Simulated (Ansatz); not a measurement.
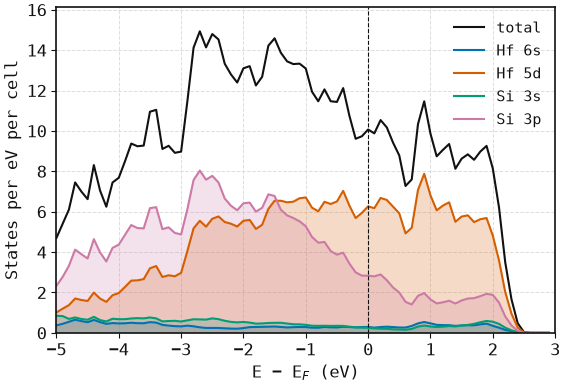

Density of states. Energies are counted from the Fermi level. The partial curves are projected on Löwdin-orthogonalised atomic shells.

System: Hf₂Si₃, space group P1 (No. 1), 20 atoms in the cell.

```cif
data_structure
_symmetry_space_group_name_H-M 'P1'
_symmetry_Int_Tables_number 1
_cell_length_a 7.0830
_cell_length_b 7.2480
_cell_length_c 7.4086
_cell_angle_alpha 90.498
_cell_angle_beta 104.734
_cell_angle_gamma 90.488
_cell_volume 367.80
loop_
_atom_site_label
_atom_site_type_symbol
_atom_site_symmetry_multiplicity
_atom_site_Wyckoff_symbol
_atom_site_fract_x
_atom_site_fract_y
_atom_site_fract_z
_atom_site_occupancy
Hf1 Hf 1 a 0.20144 0.12938 0.54743 1
Hf2 Hf 1 a 0.20312 0.62930 0.54767 1
Hf3 Hf 1 a 0.19652 0.12802 0.05217 1
Hf4 Hf 1 a 0.20669 0.62287 0.05702 1
Hf5 Hf 1 a 0.79462 0.37341 0.94525 1
Hf6 Hf 1 a 0.79017 0.87289 0.94475 1
Hf7 Hf 1 a 0.79639 0.37366 0.46044 1
Hf8 Hf 1 a 0.80213 0.87534 0.45284 1
Si1 Si 1 a 0.90683 0.11863 0.72879 1
Si2 Si 1 a 0.90784 0.63291 0.73036 1
Si3 Si 1 a 0.87277 0.12568 0.21847 1
Si4 Si 1 a 0.87398 0.62200 0.21984 1
Si5 Si 1 a 0.13904 0.37951 0.78504 1
Si6 Si 1 a 0.12244 0.37792 0.28232 1
Si7 Si 1 a 0.11619 0.87594 0.27618 1
Si8 Si 1 a 0.49296 0.12075 0.87559 1
Si9 Si 1 a 0.49807 0.11745 0.36336 1
Si10 Si 1 a 0.50107 0.62642 0.37240 1
Si11 Si 1 a 0.49726 0.88320 0.62079 1
Si12 Si 1 a 0.50018 0.37670 0.12640 1
```

Computed with Ansatz: DFT PBEsol, scalar-relativistic, plane waves, PAW, no spin polarisation, 5×5×5 k mesh, Gaussian smearing of 0.1 eV.

Metal or insulator, and how many states lie at the Fermi level?

It is a metal. The density of states at the Fermi level is about 10 per eV and cell (mean within 0.25 eV), or 0.5 per atom.

Which states dominate at the Fermi level?

By projected weight, the states within 0.3 eV of the Fermi level are Hf 5d (65 %) and Si 3p (30 %).

Spin-orbit coupling is left out, which matters for Hf.
